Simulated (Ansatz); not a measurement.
Input structure:

```xyz
1
Lattice="11.5703 0.0000 0.0000 0.0000 2.2382 0.0000 -4.5956 0.0000 21.7434" Properties=species:S:1:pos:R:3 pbc="T T T"
Cu    3.4873    1.1191   10.8717
```

Question: What would you see if this were drawn?

Answer: The element is copper. The cell holds one atom. Cu bonds to two Cu in a linear arrangement at 2.24 Å. The bonds build Cu chains along [010].

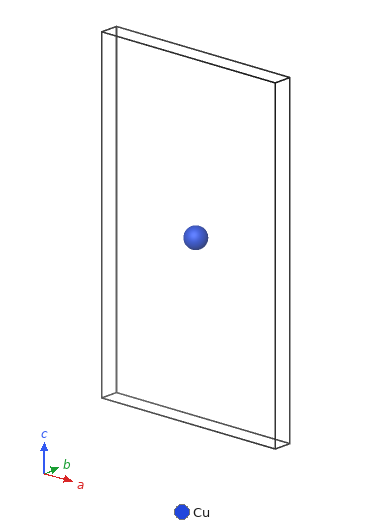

Spheres-only representation of a periodic structure, projected slightly off an axis. Thin lines show the simulation cell, with boundary atoms drawn in all their periodic places. Colours: copper blue.

It goes back to a structure listed in the Materials Project. Earlier steps of the study, as a rule a relaxation of our own, may have changed the cell and positions, so they can lie some per cent off the listed ones. It was run through Ansatz as a DFT input.
